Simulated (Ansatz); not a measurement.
BaTiO₃

The calculation's input:

```
crystal:
  lattice:
    - [3.9998, 0.0, 0.0]
    - [0.0, 3.9998, 0.0]
    - [0.0, 0.0, 4.018]
  atoms:
    - { symbol: Ba, position: [0.0, 0.0, 0.0] }
    - { symbol: Ti, position: [0.5, 0.5, 0.49] }
    - { symbol: O, position: [0.5, 0.5, 0.019] }
    - { symbol: O, position: [0.5, 0.0, 0.517] }
    - { symbol: O, position: [0.0, 0.5, 0.517] }
kpoints:
  mp_grid:
    grid: [6, 6, 6]
hamiltonian:
  xc: pbe
  pseudopotentials:
    kind: paw
scf:
  occupations:
    method: fixed
relax:
  f_tol: 0.02
  cell: {}
output:
  write_density: true
  write_potential: true
  volumetric_format: npy
  elf: true
```

Run with:

```sh
python vcrelax_batio3.py
```

Below, planes, directions and counts refer to the conventional cell (a = 3.99 Å, b = 3.99 Å, c = 4.20 Å, α = 90.00°, β = 90.00°, γ = 90.00°).

The fields are those of the run's last geometry, not of the input's.

Space group P4mm; computed without spin polarisation.

Method: DFT PBE, plane waves, PAW (Ansatz 0.2.0).

**What can the converged valence pseudo-density and electron localisation function tell about the bonding?**

Ba–O (2.80 Å): ρ at the midpoint is about 0.2 e/Å³; the ELF is about 0.15 at the midpoint; a closed-shell, largely ionic contact.
Ti–O (2.00 Å): ρ at the midpoint is about 0.63 e/Å³; the ELF peaks at about 0.85 in the valence shell of O, 0.6 Å from its nucleus, and is about 0.20 at the midpoint; no shared electron pair shows on this line.
Ba–O (2.99 Å): ρ is about 0.14 e/Å³ halfway; the ELF is about 0.10 at the midpoint (a closed-shell, largely ionic contact).

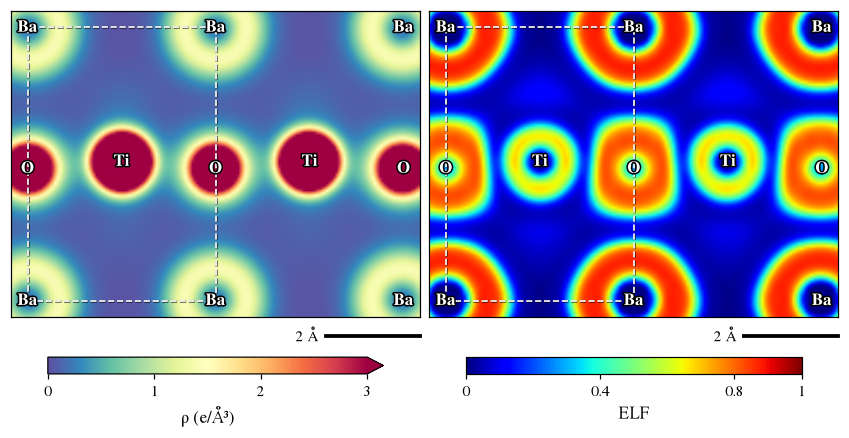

Computed valence pseudo-density and electron localisation function on the (011) plane of the conventional cell, in this order. 

Core electrons are frozen (PAW), and the valence fields are smoothed inside the atomic spheres.
